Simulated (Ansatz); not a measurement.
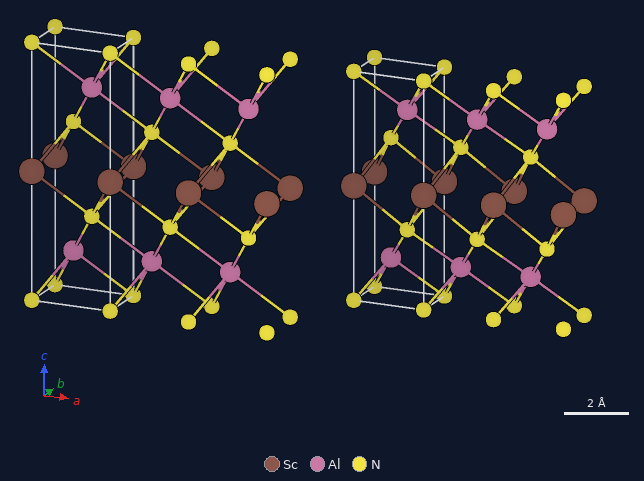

Two geometries of crystalline ScAl₂N₃ (a generated structure, set up in P-3m1) (coarse preliminary run), drawn at one scale. One is the start of a relaxation, the other its converged end. A ball-and-stick model of the cell of the calculation, repeated 3 × 1 × 1 with one cell outlined, seen slightly off an axis.

These are results of Ansatz 0.2.0, DFT PBE, scalar-relativistic, plane waves, PAW, not measurements. Settings: plane-wave cutoff 420 eV; k-point mesh 6 × 6 × 2; occupations gaussian; smearing width 0.1 eV; no spin polarisation; cell and atoms relaxed; force threshold 0.04 eV/Å; at most 70 steps.

### Which one is relaxed?

The right one is the relaxed one. The largest moves relative to the cell, 0.13 Å, are those of N atoms. Largest moves by element: N 0.13 Å, Al 0.05 Å. Sc stays in place. The drawn cell changes as follows: a = b 3.361 → 2.997 Å (−10.8 %), c 8.233 → 7.306 Å (−11.3 %); the volume changes by −29.5 %. Near-neighbour distances that change, for instance: Sc–Sc 3.361 → 2.997 Å, Al–N 2.377 → 2.070 Å, N–Sc 2.377 → 2.191 Å. Among the angles between lasting bonds that change: Sc–N–Al 180.0° → 175.5°, N–Sc–N 90.0° → 93.7°, Sc–N–Sc 90.0° → 86.3°. The space group stays P-3m1 (No. 164). The energy falls by 3.912 eV per cell of the calculation in 7 accepted moves (9 points after the start). Largest force component: 0.8 eV/Å at the start, 0.00077 eV/Å at the end. The pressure goes from −37.25 to 0.00 GPa. At 2 points the geometry stayed and the basis and grid were re-selected for the new cell (energy shift of 14.1 meV per cell of the calculation at most each time). Cost: 9.2 s on 1 thread of Intel(R) Xeon(R) 6975P-C (Granite Rapids), with other jobs on the host, peak memory 0.38 GiB.
